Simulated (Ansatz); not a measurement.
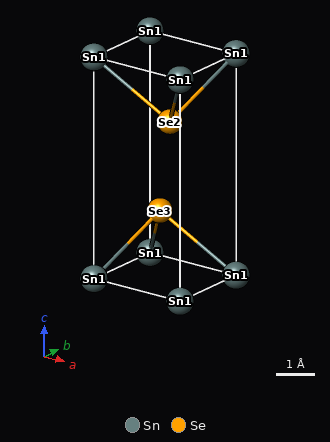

**Figure 1.** The input geometry (ball-and-stick view of the cell of the calculation, seen slightly off an axis; atoms are numbered from 1 in the order of the input). An atom can appear more than once, as a periodic image. Near neighbours in the periodic cell (some may lie outside the picture): Sn has 6 Se at 2.71 Å; Se has 3 Sn at 2.71 Å.

## Single-point calculation, with input and output: SnSe2

- system: SnSe2 (3 atoms in the cell)
- method: DFT PBEsol, scalar-relativistic, plane waves, PAW, no spin polarisation (Ansatz 0.2.0)

The structure derives from a Materials Project entry. It belongs to a series of runs on one base structure; here: band edges sought over the zone. Figures and captions count atoms from 1; the log counts them from 0 in places.

Log
```
Engine: ansatz 0.2.0, x86_64-unknown-linux-gnu
Pseudopotentials: kind: paw
Pseudopotential: Sn, paw, valence charge 14, recommended cutoff 420 eV (normal), Sn.paw.azcp
Pseudopotential: Se, paw, valence charge 16, recommended cutoff 420 eV (normal), Se.paw.azcp
Functional definition: PBEsol
  exchange = pbesol_x
  correlation = pbesol_c
Crystal: 3 atoms, lattice volume = 76.122 Å³
Basis set: ecut = 420 eV, 1461 PW (Γ), exchange–correlation on 54×54×90 points (8 copies of the dense FFT grid, shifted against one another)
Bands: 28, of which v1, the nominal top of the filled ones, is band 23 counted from 1 (22 counted from 0)
Symmetry: 12 space group operations
Space group: P-3m1 (ITA 164), of the structure as read, at distance tolerance 4.2e-5 Å
k-points: 100 of 864
Non-local potential: Sn, projectors of the file, l = 0: 2, l = 1: 2, l = 2: 2, l = 3: 2
Non-local potential: Se, projectors of the file, l = 0: 2, l = 1: 2, l = 2: 3, l = 3: 1
PAW form: soft (Blöchl's): semilocal exchange-correlation on the pseudo side does not see the compensation charge
PAW frozen core: Sn, regenerated for the run's functional, and the local potential with it (the file was generated under x = pbe(κ = 0.804, μ = 0.2195149727645171), c = pbe(β = 0.06672455060314922))
PAW frozen core: Se, regenerated for the run's functional, and the local potential with it (the file was generated under x = pbe(κ = 0.804, μ = 0.2195149727645171), c = pbe(β = 0.06672455060314922))
PAW one-centre angular grid: Sn, 590 points (default); XC on 64 Gauss nodes
PAW one-centre angular grid: Se, 590 points (default); XC on 64 Gauss nodes
Initial density: read from a saved state, or passed on in memory by an earlier SCF of this step, an earlier step, the calling program or the single point that the run made first
Initial wavefunctions: pseudopotential atomic-orbital guess
Functional: x = pbesol(κ = 0.804, μ = 0.12345679012345678), c = pbesol(β = 0.046)
iter 1 solved again at ethr=1.33e-7 eV; its pass at ethr=3.10e-3 eV (dr2=6.11e-5 eV) is discarded
SCF iter   1: F=—  HF=-16799.218918 eV  |F-HF|=—  |Δ(HF+E_count)|=         —  Δρ=7.33e-6  dr2=4.20e-8  ethr=1.33e-7  ⟨swp⟩=3.1  Hψ=19501  notcnv=0
preconditioner: auto → Resta (q_TF=auto, 2.509 Å⁻¹)  ε∞=2.8  [insulator: Δε(μ)=0.357 eV  Ē_g=16.017 eV  σ=0.020 eV  W_gap=1.00  n_scr=22 (ndim 8)  ℏωp=21.7 eV  f_vac=0.042  D(μ)=0.00/eV (n_scr^D=0)  ε∞_Penn≈2.8]
SCF iter   2: F=-16799.218918 eV  HF=-16799.218918 eV  |F-HF|=2.94e-9  |Δ(HF+E_count)|=   8.09e-8  Δρ=4.33e-6  dr2=1.60e-8  ethr=9.12e-11  ⟨swp⟩=6.4  Hψ=12618  notcnv=0
SCF 1 converged in 2 iterations: F = -16799.218918 eV  dr2 = 1.60e-8
  greatest PAW one-centre occupation: 1.000 electrons in one spin orbital (limit 2), on the Se atom at site 2 (counted from 0), in its partial waves of l = 2
NSCF: frozen V_eff on 34 k-points
NSCF: frozen V_eff on 34 k-points
NSCF: frozen V_eff on 34 k-points
NSCF: frozen V_eff on 34 k-points
NSCF: frozen V_eff on 34 k-points
NSCF: frozen V_eff on 17 k-points
NSCF: frozen V_eff on 7 k-points
NSCF: frozen V_eff on 24 k-points
NSCF: frozen V_eff on 15 k-points
NSCF: frozen V_eff on 21 k-points
NSCF: frozen V_eff on 24 k-points
NSCF: frozen V_eff on 14 k-points
NSCF: frozen V_eff on 14 k-points
NSCF: frozen V_eff on 24 k-points
NSCF: frozen V_eff on 19 k-points
NSCF: frozen V_eff on 20 k-points
NSCF: frozen V_eff on 8 k-points
NSCF: frozen V_eff on 3 k-points
SCF converged after 2 iterations
Free energy (F): -16799.218918 eV
Harris-Foulkes:  -16799.218918 eV  (|F-HF|=2.94e-9)
Internal energy: -16799.218918 eV  (E = F + TS)
E sigma→0 (E₀):  -16799.218918 eV
Fermi energy:    8.544028 eV
--- Per-component energies (eV) ---
  E_band       = -853.894018
  E_kinetic    = 425.047304
  E_local      = -5879.103154  (includes V_loc(G=0)·N_el)
  E_nonlocal   = -1214.398911
  E_hartree    = 3016.388551
  E_xc         = -584.716181
  E_vxc        = -291.932281  (∫ρ·V_xc dr)
  E_paw        = -7805.353762  (= ΣΔE_a)
  E_vpaw       = 73.718264  (= ΣTr[D̂ρ^β])
  E_aug_tail   = -0.001215  (compensation charges beyond the density's cutoff)
  E_ewald      = -4759.383290
  E_core_change = 2.301741  (= ΣΔE_core)
  E_smearing   = -0.000000  (= −TS)
  E_closure    = -0.000000  (closes the sum)
  Σ components = -16799.218918   (vs F -16799.218918, Δ=0.00e0)
--- Forces (eV/Å), atoms counted from 1 ---
  atom   1  Sn    -0.00000000    -0.00000000     0.00000000
  atom   2  Se     0.00000000     0.00000000     0.00110416
  atom   3  Se    -0.00000000    -0.00000000    -0.00110416
  max |Σ_I F_I| component: 4.63e-18 eV/Å
--- Stress (GPa, compression-positive) ---
        0.299968       0.000000      -0.000000
        0.000000       0.299968       0.000000
        0.000000       0.000000       0.441393
  P = ⅓ Tr σ = 0.3471 GPa (3.471 kbar)
--- Band table (eV; the first three rows and the last of 100) ---
  k-point 0: bands = ["-38.6747", "-38.6747", "-38.6747", "-38.6747", "-38.6544", "-38.6544", "-38.6537", "-38.6537", "-38.6459", "-38.6457", "-12.9439", "-12.9439", "-12.9063", "-12.8938", "-12.8938", "-5.6774", "-3.9397", "1.8317", "7.6539", "7.6539", "7.8519", "7.8519", "8.2294", "9.0911", "11.2109", "12.8494", "12.8494", "16.3556"]
  k-point 1: bands = ["-38.6747", "-38.6747", "-38.6747", "-38.6747", "-38.6543", "-38.6543", "-38.6537", "-38.6537", "-38.6458", "-38.6457", "-12.9439", "-12.9439", "-12.9063", "-12.8938", "-12.8938", "-5.6232", "-4.0548", "2.0635", "7.4260", "7.5949", "7.5949", "7.9329", "7.9329", "9.7467", "11.2126", "12.7525", "12.7525", "16.3544"]
  k-point 2: bands = ["-38.6747", "-38.6747", "-38.6747", "-38.6747", "-38.6542", "-38.6542", "-38.6538", "-38.6538", "-38.6458", "-38.6457", "-12.9439", "-12.9439", "-12.9062", "-12.8938", "-12.8938", "-5.4902", "-4.3014", "2.6040", "6.3898", "7.5266", "7.5266", "8.0471", "8.0471", "10.4435", "11.1771", "12.5693", "12.5693", "15.9544"]
  k-point 99: bands = ["-38.6744", "-38.6743", "-38.6743", "-38.6743", "-38.6542", "-38.6542", "-38.6542", "-38.6540", "-38.6454", "-38.6454", "-12.9603", "-12.9603", "-12.8934", "-12.8934", "-12.8745", "-3.6067", "-3.6067", "0.9508", "3.9685", "3.9685", "4.4430", "7.9230", "7.9230", "10.5945", "12.5211", "12.5211", "14.0466", "16.3977"]
```

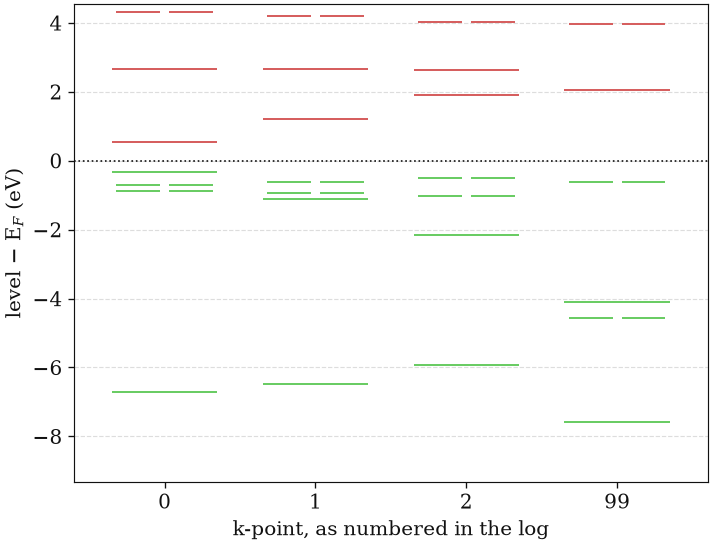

**Figure 2.** Kohn–Sham levels near the Fermi level (dotted) at the few k-points that the log prints; levels within 0.02 eV of each other stand side by side. Among these points the highest filled and lowest empty levels are 0.86 eV apart; the gap on the full mesh, 0.36 eV, has an edge at a point that isn't printed.

This output came from the following input.

The input
```yaml
crystal:
  lattice:
    - [3.8174487349, 0.0, 0.0]
    - [-1.9087243674, 3.306007582, 0.0]
    - [0.0, 0.0, 6.0315823286]
  atoms:
    - { symbol: Sn, position: [0.0, 0.0, 0.0] }
    - { symbol: Se, position: [0.6666666667, 0.3333333333, 0.7371994822] }
    - { symbol: Se, position: [0.3333333333, 0.6666666667, 0.2628005178] }
basis:
  ecutwfc: 420
kpoints:
  mp_grid: { grid: [12, 12, 6] }
  band_path: { path: [VBM, CBM], npoints: 2 }
hamiltonian:
  xc: pbesol
scf:
  occupations: { method: gaussian, width: 0.02 }
output:
  forces: true
  stress: true
  eigenvalues: true
checkpoint:
  read: start.run
  write: ck
  compress: false
  write_wavefunctions: false
  write_every: 100000
```

Run as:
```bash
ansatz run input.yaml --threads 1 --pin off --max-ram 2560MiB --backend cpu --events-out ev --progress --plain --runs-dir out
```

Key numbers

```csv
quantity,value
outcome,converged
space group (tolerance 0.01 Å),P-3m1 (164)
electrons treated,46
free energy,−16799.2189 eV
Fermi energy,8.544 eV
gap on the k-point mesh,0.36 eV
gap on the band path,0.34 eV
pressure,0.35 GPa
largest force (length of the vector),0.001 eV/Å
hardware,"1 thread of Intel Xeon (Granite Rapids), 32 GiB of memory available, shared host"
wall time,11 s
peak memory,0.51 GiB
```
